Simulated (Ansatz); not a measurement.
TiAl (slab)

```
CELL_PARAMETERS angstrom
2.82209 0.00000 0.00000
0.00000 2.82209 0.00000
0.00000 0.00000 25.19191
ATOMIC_POSITIONS crystal
Al 0.50000 0.50000 0.29771
Ti 0.00000 0.00000 0.37863
Al 0.50000 0.50000 0.45954
Ti 0.00000 0.00000 0.54046
Al 0.50000 0.50000 0.62137
Ti 0.00000 0.00000 0.70229
```

Not relaxed (largest force 0.4 eV/Å); computed without spin polarisation.

The calculation used Ansatz, DFT PBE, scalar-relativistic, plane waves, PAW.

What can the converged valence pseudo-density and electron localisation function tell about the bonding?

Answer. Ti–Al (2.85 Å): ρ is about 0.2 e/Å³ halfway; the ELF is about 0.35 at the midpoint.

Does the calculation make it a metal, or give it a gap?

Answer. It is gapless in this calculation (a metal or semimetal).

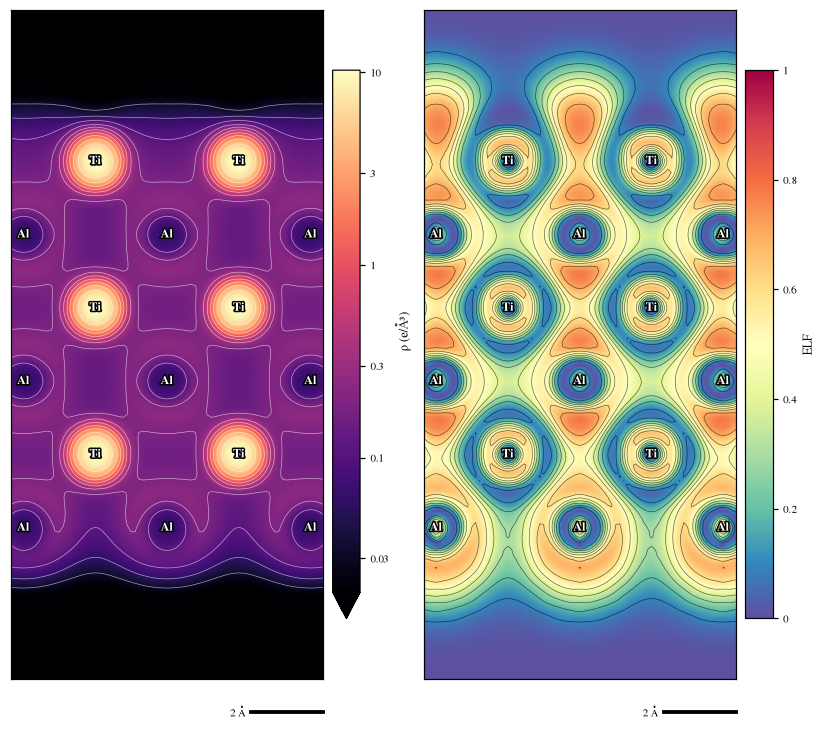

Computed valence pseudo-density and electron localisation function on the (11̄0) plane of the calculation cell, a cut from vacuum to vacuum, in this order. 

The density is the valence pseudo-density of a PAW calculation; it isn't the true density close to the nuclei.
